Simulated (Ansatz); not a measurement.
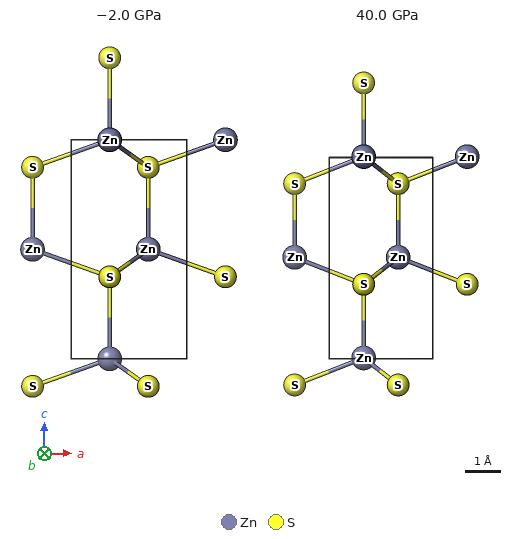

Crystalline ZnS (set up in P6_3mc), relaxed (cell and atoms) at several target pressures. The picture shows the first and the last member. The picture is a ball-and-stick view of the cell of the calculation, seen along the b axis.

Computed with Ansatz 0.2.0: DFT r2SCAN, scalar-relativistic, plane waves, PAW. Set-up: plane-wave cutoff 500 eV; k-point mesh 6 × 6 × 4; occupations gaussian; smearing width 0.02 eV; no spin polarisation; cell and atoms relaxed; force threshold 0.008 eV/Å.

| pressure (GPa) | volume (Å³/atom) | a (Å) | c (Å) | band gap (eV) |
| --- | --- | --- | --- | --- |
| −2.0 | 20.127 | 3.842 | 6.298 | 2.65 |
| 0.0 | 19.590 | 3.807 | 6.245 | 2.78 |
| 2.0 | 19.119 | 3.775 | 6.198 | 2.89 |
| 5.0 | 18.502 | 3.732 | 6.135 | 3.05 |
| 10.0 | ? | ? | ? | ? |
| 20.0 | 16.441 | 3.578 | 5.930 | 3.59 |
| 40.0 | 14.805 | 3.437 | 5.789 | 3.16 |

Fill in the missing row.

Murnaghan's form V = V₀(1 + B′P/B₀)^(−1/B′), with V₀ = 19.590 Å³ from the row at zero pressure, fits the other rows with B₀ = 78.9 GPa and B′ = 3.91 (largest miss 0.015 Å³). At 10.0 GPa it gives 19.590 × (1 + 3.91 × 10.0/78.9)^(−1/3.91) = 17.674 Å³ per atom. The calculation gives 17.684 Å³/atom (a = 3.673 Å, c = 6.053 Å). The estimate is 0.010 Å³/atom too low. For the gap a parabola through the rows 0.0, 2.0, 5.0 gives 3.30 eV, and the calculation 3.26 eV (semilocal gaps, lower than measured ones as a rule). From the first member to the last: S–Zn 2.359 → 2.119 Å.

The whole series:

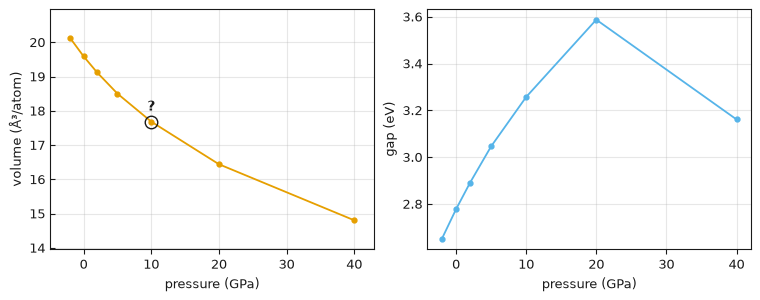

Each member starts from this one structure; whether another phase lies lower wasn't checked.
